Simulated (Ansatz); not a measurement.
This input was run:

```
crystal:
  lattice:
    - [3.6107182542, -5.7833340859, -0.0365230694]
    - [3.6107182542, 5.7833340859, -0.0365230694]
    - [-3.5741739986, 0.0, 3.6472374441]
  atoms:
    - { symbol: V, position: [0.874997687, 0.125002313, 0.75] }
    - { symbol: V, position: [0.125002313, 0.874997687, 0.25] }
    - { symbol: Bi, position: [0.3749988833, 0.6250011167, 0.75] }
    - { symbol: Bi, position: [0.6250011167, 0.3749988833, 0.25] }
    - { symbol: O, position: [0.9355962955, 0.3439959989, 0.6407331652] }
    - { symbol: O, position: [0.6560040011, 0.0644037045, 0.8592668348] }
    - { symbol: O, position: [0.0644037045, 0.6560040011, 0.3592668348] }
    - { symbol: O, position: [0.3439959989, 0.9355962955, 0.1407331652] }
    - { symbol: O, position: [0.7967452509, 0.7051389603, 0.8611515398] }
    - { symbol: O, position: [0.2948610397, 0.2032547491, 0.6388484602] }
    - { symbol: O, position: [0.2032547491, 0.2948610397, 0.1388484602] }
    - { symbol: O, position: [0.7051389603, 0.7967452509, 0.3611515398] }
kpoints:
  mp_grid: { grid: [8, 8, 8] }
  band_path:
    path:
      - [0.0, 0.0, 0.0]
      - [-1.7232e-06, -1.7232e-06, -0.4999980231]
      - [0.2499982768, -0.2500017232, -0.4999980231]
      - [-9.885e-07, -0.5000009885, 5.075e-07]
      - [0.5, -0.5, 0.0]
      - [0.2987278842, -0.7012721158, 4.086e-07]
      - [-0.2987298611, -0.2987298611, 6.064e-07]
      - [-0.0974591326, -0.0974591326, -0.4025408506]
      - [0.4999986127, -0.5000013873, -0.4025410484]
      - [0.34375, 0.34375, -0.359375]
      - [0.203125, 0.203125, 0.088542]
      - [0.125, 0.25, 0.125]
    npoints: 1
hamiltonian:
  xc: pbe
scf:
  occupations: { method: fixed }
  n_extra_bands: 14
magnetization:
  noncollinear: true
  spin_orbit: true
output:
  forces: true
  stress: true
  eigenvalues: true
```

Launched with:
```bash

```

Predict the main features of the density of states.

There is a gap; over the k points computed it is 2.02 eV (indirect; the smallest direct gap is 2.09 eV). The upper group of valence states starts about 5.5 eV under the valence-band top, with a gap beneath it; it holds about 48 electrons a cell. Within the window shown, the tallest peak of the filled states lies 3.3 eV under the valence-band top, at about 16 states per eV and cell.

The cell is at 7 GPa in this functional.

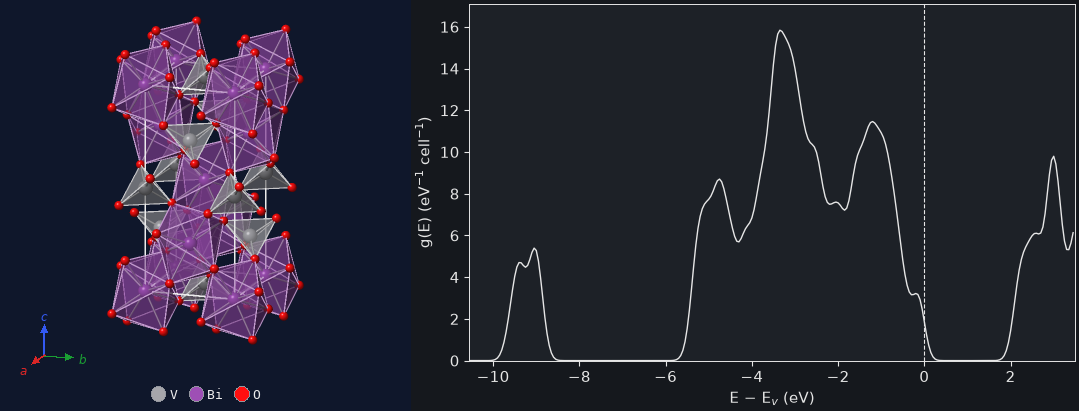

Density of states, beside the structure. Energies are counted from the top of the valence band. The curve is built from the levels of the k mesh with Gaussians 0.3 eV wide, which also blur the band edges.
